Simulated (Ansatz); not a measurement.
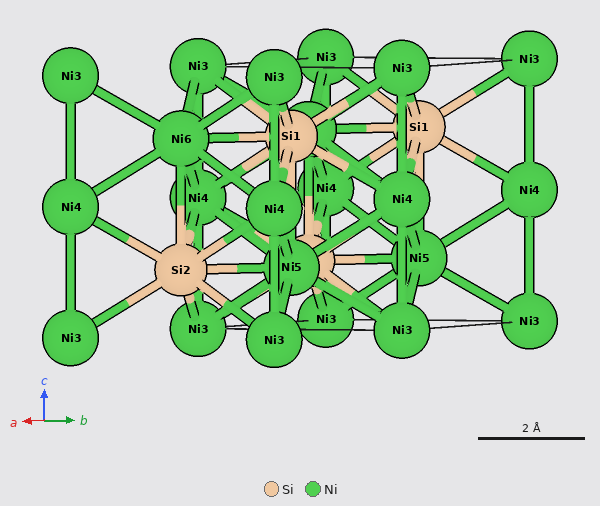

Fig. 1: The structure (ball-and-stick view of the cell of the calculation, repeated 2 × 1 × 1, seen at an oblique angle; atoms are numbered from 1 in the order of the input). Near neighbours in the crystal (not all of them lie inside the picture): Si has 11 Ni at 2.26 to 2.58 Å; Ni has 8 Ni at 2.50 to 2.58 Å and 6 Si at 2.58 Å; Ni has 6 Ni at 2.58 Å and 5 Si at 2.26 to 2.50 Å.

## Two runs on Ni₂Si

System: Ni₂Si (P6₃/mmc, 6 atoms in the cell).
Method of the first run: DFT PBE, scalar-relativistic, plane waves, PAW, no spin polarisation (Ansatz 0.2.0).

The structure derives from an entry of the Crystallography Open Database. Text and figures count atoms from 1; the logs count them from 0 in places.

### Input file, the first run
```yaml
crystal:
  lattice:
    - [3.9119262937, 0.0, 0.0]
    - [-1.9559631469, 3.3878275481, 0.0]
    - [0.0, 0.0, 4.9914522299]
  atoms:
    - { symbol: Si, position: [0.3333333333, 0.6666666667, 0.75] }
    - { symbol: Si, position: [0.6666666667, 0.3333333333, 0.25] }
    - { symbol: Ni, position: [0.0, 0.0, 0.0] }
    - { symbol: Ni, position: [0.0, 0.0, 0.5] }
    - { symbol: Ni, position: [0.3333333333, 0.6666666667, 0.25] }
    - { symbol: Ni, position: [0.6666666667, 0.3333333333, 0.75] }
basis:
  ecutwfc: 420
kpoints:
  mp_grid: { grid: [12, 12, 8] }
  band_path:
    path:
      - [[0.0, 0.0, 0.0], [0.5, 0.0, 0.0], [0.33333333, 0.33333333, 0.0], [0.0, 0.0, 0.0], [0.0, 0.0, 0.5], [0.5, 0.0, 0.5], [0.33333333, 0.33333333, 0.5], [0.0, 0.0, 0.5]]
      - [[0.5, 0.0, 0.5], [0.5, 0.0, 0.0]]
      - [[0.33333333, 0.33333333, 0.5], [0.33333333, 0.33333333, 0.0]]
    npoints: 14
hamiltonian:
  xc: pbe
scf:
  occupations: { method: gaussian, width: 0.1 }
  n_extra_bands: 15
output:
  forces: true
  stress: true
  eigenvalues: true
  populations: true
  dos: { projected: true, de: 0.02, nscf_kmesh: { grid: [18, 18, 12] } }
  bader: true
  write_density: true
  write_potential: true
  elf: true
  volumetric_format: npy
```

Launched with:
```bash
ansatz run input.yaml --threads 2 --pin off --max-ram 5120MiB --backend cpu --events-out ev --progress --plain --runs-dir out
```

Hardware: 2 threads of Arm Neoverse V1, 24 GiB of memory available, shared host.

### Output, shortened to warnings, some set-up lines, iterations and results (the first run)
```
Basis set: ecut = 420 eV, 1289 PW (Γ), exchange–correlation on 54×54×72 points (8 copies of the dense FFT grid, shifted against one another)
Symmetry: 24 space group operations
k-points: 95 of 1152
Initial density: superposition of atomic densities (neutral atoms: chi_scale 0, normalization atom), corrected by the library's trained network
[...]
SCF iter   1: F=—  HF=-24633.503159 eV  |F-HF|=—  |Δ(HF+E_count)|=         —  Δρ=1.01e-2  dr2=4.69e-2  ethr=1.77e-3  ⟨swp⟩=5.2  Hψ=19741  notcnv=0  defer=303
SCF iter   2: F=—  HF=-24633.500613 eV  |F-HF|=—  |Δ(HF+E_count)|=   2.55e-3  Δρ=3.73e-3  dr2=6.77e-3  ethr=5.87e-5  ⟨swp⟩=1.7  Hψ=6253  notcnv=0  defer=383
SCF iter   3: F=—  HF=-24633.500345 eV  |F-HF|=—  |Δ(HF+E_count)|=   2.68e-4  Δρ=8.85e-4  dr2=4.89e-4  ethr=8.47e-6  ⟨swp⟩=1.5  Hψ=4559  notcnv=0  defer=383
SCF iter   4: F=—  HF=-24633.500322 eV  |F-HF|=—  |Δ(HF+E_count)|=   2.31e-5  Δρ=2.57e-4  dr2=4.37e-5  ethr=6.12e-7  ⟨swp⟩=2.5  Hψ=7535  notcnv=0  defer=383
SCF iter   5: F=—  HF=-24633.500359 eV  |F-HF|=—  |Δ(HF+E_count)|=   3.74e-5  Δρ=1.75e-4  dr2=1.72e-5  ethr=5.47e-8  ⟨swp⟩=2.0  Hψ=6831  notcnv=0  defer=383
SCF iter   6: F=—  HF=-24633.500357 eV  |F-HF|=—  |Δ(HF+E_count)|=   2.55e-6  Δρ=4.33e-5  dr2=8.38e-7  ethr=2.16e-8  ⟨swp⟩=2.4  Hψ=6265  notcnv=0  defer=383
SCF iter   7: F=-24633.500357 eV  HF=-24633.500357 eV  |F-HF|=6.18e-9  |Δ(HF+E_count)|=   3.70e-8  Δρ=5.72e-6  dr2=1.29e-8  ethr=1.25e-10  ⟨swp⟩=13.3  Hψ=38317  notcnv=0
SCF 1 converged in 7 iterations: F = -24633.500357 eV  dr2 = 1.29e-8
NSCF: frozen V_eff on 129 k-points
NSCF: frozen V_eff on 259 k-points
SCF converged after 7 iterations
Free energy (F): -24633.500357 eV
Harris-Foulkes:  -24633.500357 eV  (|F-HF|=6.18e-9)
Internal energy: -24633.482072 eV  (E = F + TS)
E sigma→0 (E₀):  -24633.491214 eV
Entropy (-TS):   -0.018284 eV (-3.047 meV/atom)
Fermi energy:    16.994957 eV
--- Per-component energies (eV) ---
  E_band       = -1155.892751
  E_kinetic    = 1226.929063
  E_local      = -16004.022022  (includes V_loc(G=0)·N_el)
  E_nonlocal   = 2598.721122
  E_hartree    = 6842.085384
  E_xc         = -455.142705
  E_vxc        = -538.602631  (∫ρ·V_xc dr)
  E_paw        = -7553.378124  (= ΣΔE_a)
  E_vpaw       = -2123.092007  (= ΣTr[D̂ρ^β])
  E_aug_tail   = 0.002056  (compensation charges beyond the density's cutoff)
  E_ewald      = -11288.676845
  E_smearing   = -0.018284  (= −TS)
  E_closure    = 0.000000  (closes the sum)
  Σ components = -24633.500357   (vs F -24633.500357, Δ=0.00e0)
--- Forces (eV/Å), atoms counted from 1 ---
  atom   1  Si    -0.00000000     0.00000000    -0.00000000
  atom   2  Si     0.00000000    -0.00000000     0.00000000
  atom   3  Ni    -0.00000000     0.00000000    -0.00000000
  atom   4  Ni     0.00000000     0.00000000     0.00000000
  atom   5  Ni     0.00000000     0.00000000    -0.00000000
  atom   6  Ni    -0.00000000    -0.00000000     0.00000000
  max |Σ_I F_I| component: 1.39e-17 eV/Å
--- Stress (GPa, compression-positive) ---
       -0.000608       0.000000       0.000000
       -0.000000      -0.000608       0.000000
        0.000000       0.000000      -0.008095
  P = ⅓ Tr σ = -0.0031 GPa (-0.031 kbar)
--- Löwdin populations: 6 sites ---
  site symbol       q [e]
     0     Si      4.4431
     1     Si      4.4431
     2     Ni     17.5448
     3     Ni     17.5448
     4     Ni     17.5791
     5     Ni     17.5791
  spilling = 0.010828 (of n_electrons = 80.000000)
--- Bader charges: 6 sites ---
  site symbol  charge [e]  shift [e]
     0     Si      0.5035     0.0049
     1     Si      0.5035     0.0049
     2     Ni     -0.0234     0.0016
     3     Ni     -0.0234     0.0016
     4     Ni     -0.4800     0.0034
     5     Ni     -0.4801     0.0034
  estimated error of the sums over rays = 9.3e-4 e
```

The input of the second run differs as follows (lines with − go, lines with + come):
```diff
-  xc: pbe
+  xc: pbesol
```

How does the second run compare with the first run?

The total energies belong to different methods, so their difference says nothing on which is more stable or more accurate. The pressure goes from 0.00 to −7.76 GPa. The functional changes from PBE to PBEsol. Along LDA, PBEsol, PBE and RPBE the binding weakens and the preferred volume grows, so the same cell is under more pressure with the later ones. The number of SCF iterations is the same.

### Output, shortened to warnings, some set-up lines, iterations and results (the second run)
```
Basis set: ecut = 420 eV, 1289 PW (Γ), exchange–correlation on 54×54×72 points (8 copies of the dense FFT grid, shifted against one another)
Symmetry: 24 space group operations
k-points: 95 of 1152
Initial density: superposition of atomic densities (neutral atoms: chi_scale 0, normalization atom), corrected by the library's trained network
[...]
SCF iter   1: F=—  HF=-24466.318208 eV  |F-HF|=—  |Δ(HF+E_count)|=         —  Δρ=1.95e-2  dr2=1.34e-1  ethr=1.77e-3  ⟨swp⟩=5.2  Hψ=19743  notcnv=0  defer=300
SCF iter   2: F=—  HF=-24466.296598 eV  |F-HF|=—  |Δ(HF+E_count)|=   2.16e-2  Δρ=5.44e-3  dr2=1.15e-2  ethr=1.67e-4  ⟨swp⟩=2.9  Hψ=10248  notcnv=0  defer=745
SCF iter   3: F=—  HF=-24466.295034 eV  |F-HF|=—  |Δ(HF+E_count)|=   1.56e-3  Δρ=1.42e-3  dr2=1.04e-3  ethr=1.43e-5  ⟨swp⟩=1.3  Hψ=4913  notcnv=0  defer=745
SCF iter   4: F=—  HF=-24466.294755 eV  |F-HF|=—  |Δ(HF+E_count)|=   2.78e-4  Δρ=3.61e-4  dr2=8.83e-5  ethr=1.30e-6  ⟨swp⟩=2.0  Hψ=6348  notcnv=0  defer=745
SCF iter   5: F=—  HF=-24466.294746 eV  |F-HF|=—  |Δ(HF+E_count)|=   9.65e-6  Δρ=7.28e-5  dr2=5.43e-6  ethr=1.10e-7  ⟨swp⟩=2.0  Hψ=5835  notcnv=0  defer=745
SCF iter   6: F=—  HF=-24466.294745 eV  |F-HF|=—  |Δ(HF+E_count)|=   1.18e-6  Δρ=4.21e-5  dr2=7.76e-7  ethr=6.79e-9  ⟨swp⟩=2.0  Hψ=6825  notcnv=0  defer=745
SCF iter   7: F=-24466.294745 eV  HF=-24466.294745 eV  |F-HF|=3.74e-8  |Δ(HF+E_count)|=   7.79e-8  Δρ=9.94e-6  dr2=3.85e-8  ethr=1.25e-10  ⟨swp⟩=12.3  Hψ=39363  notcnv=0
SCF 1 converged in 7 iterations: F = -24466.294745 eV  dr2 = 3.85e-8
NSCF: frozen V_eff on 129 k-points
NSCF: frozen V_eff on 259 k-points
SCF converged after 7 iterations
Free energy (F): -24466.294745 eV
Harris-Foulkes:  -24466.294745 eV  (|F-HF|=3.74e-8)
Internal energy: -24466.276475 eV  (E = F + TS)
E sigma→0 (E₀):  -24466.285610 eV
Entropy (-TS):   -0.018270 eV (-3.045 meV/atom)
Fermi energy:    16.852024 eV
--- Per-component energies (eV) ---
  E_band       = -1161.318741
  E_kinetic    = 1227.882479
  E_local      = -16001.478147  (includes V_loc(G=0)·N_el)
  E_nonlocal   = 2602.355886
  E_hartree    = 6831.730401
  E_xc         = -452.865683
  E_vxc        = -538.485195  (∫ρ·V_xc dr)
  E_paw        = -7386.078801  (= ΣΔE_a)
  E_vpaw       = -2115.070408  (= ΣTr[D̂ρ^β])
  E_aug_tail   = 0.001958  (compensation charges beyond the density's cutoff)
  E_ewald      = -11288.676845
  E_core_change = 0.852277  (= ΣΔE_core)
  E_smearing   = -0.018270  (= −TS)
  E_closure    = -0.000000  (closes the sum)
  Σ components = -24466.294745   (vs F -24466.294745, Δ=0.00e0)
--- Forces (eV/Å), atoms counted from 1 ---
  atom   1  Si     0.00000000     0.00000000    -0.00000000
  atom   2  Si    -0.00000000    -0.00000000     0.00000000
  atom   3  Ni     0.00000000    -0.00000000     0.00000000
  atom   4  Ni     0.00000000     0.00000000     0.00000000
  atom   5  Ni     0.00000000     0.00000000    -0.00000000
  atom   6  Ni    -0.00000000    -0.00000000     0.00000000
  max |Σ_I F_I| component: 4.63e-18 eV/Å
--- Stress (GPa, compression-positive) ---
       -7.858735      -0.000000       0.000000
       -0.000000      -7.858735       0.000000
        0.000000       0.000000      -7.571449
  P = ⅓ Tr σ = -7.7630 GPa (-77.630 kbar)
--- Löwdin populations: 6 sites ---
  site symbol       q [e]
     0     Si      4.4312
     1     Si      4.4312
     2     Ni     17.5466
     3     Ni     17.5466
     4     Ni     17.5824
     5     Ni     17.5824
  spilling = 0.010994 (of n_electrons = 80.000000)
--- Bader charges: 6 sites ---
  site symbol  charge [e]  shift [e]
     0     Si      0.5645     0.0040
     1     Si      0.5645     0.0040
     2     Ni     -0.0504     0.0014
     3     Ni     -0.0504     0.0014
     4     Ni     -0.5140     0.0026
     5     Ni     -0.5140     0.0026
  estimated error of the sums over rays = 9.5e-4 e
```

### The two runs side by side

```tsv
quantity	the first run	the second run
outcome	converged	converged
free energy per atom (eV)	−4105.5834	−4077.7158
energy per atom, smearing taken to zero (eV)	−4105.5819	−4077.7143
gap on the mesh (eV)	0.00	0.00
pressure (GPa)	0.00	−7.76
largest force (eV/Å)	0.000	0.000
SCF iterations	7	7
irreducible k-points	95	95
plane waves at Γ	1289	1289
wall time (shared host)	68 s	69 s
```

For both runs: The run has no spin polarisation, so a magnetic state may lie lower. For the second run: The cell is under a tension of 7.8 GPa at this level, so it is not at its equilibrium volume.
